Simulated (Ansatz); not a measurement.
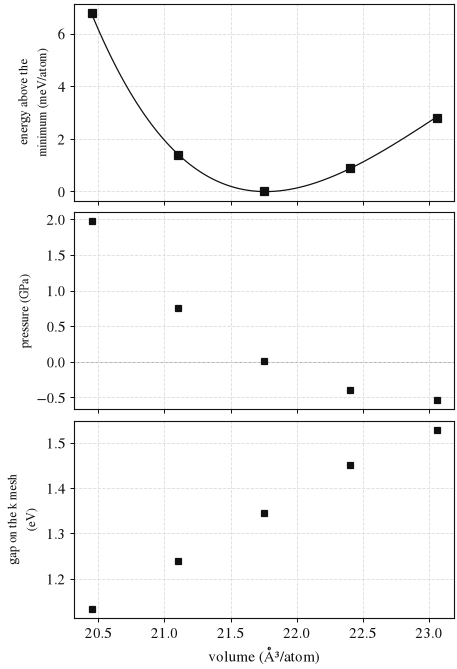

Plotted: energy above the minimum, pressure and gap on the k mesh against volume for WSe₂, space group P6_3/mmc (No. 194).

Cell as given: a = 3.315 Å, b = 3.315 Å, c = 13.713 Å, α = 90.00°, β = 90.00°, γ = 120.00°; 6 atoms.

Calculation (Ansatz 0.2.0): third-order Birch-Murnaghan fit to density functional energies at scaled volumes of the given relaxed cell, shape and atoms relaxed at each volume; energies count from the fitted minimum; plane waves with PAW datasets, Γ-centred k mesh. Level: r2SCAN, no spin polarisation.

```csv
setting,value
wave cutoff,500 eV
k mesh,12×12×2
occupations,Gaussian
smearing width,0.02 eV
```

Give the fitted equation-of-state parameters.

A third-order Birch–Murnaghan fit gives V0 = 21.76 Å³/atom, B0 = 18.5 GPa.

Read off the course of the pressure.

It falls from 1.97 GPa at volume 20.448 Å³/atom to −0.54 GPa at 23.058 Å³/atom, and changes sign near 21.77 Å³/atom.

Caveats: pressure derivative unusual.

The computed values:

```tsv
volume (Å³/atom)	energy above the minimum (meV/atom)	pressure (GPa)	gap on the k mesh (eV)
20.448	6.8	1.97	1.133
21.101	1.4	0.75	1.240
21.753	0.0	0.01	1.345
22.406	0.9	-0.39	1.450
23.058	2.8	-0.54	1.528
```
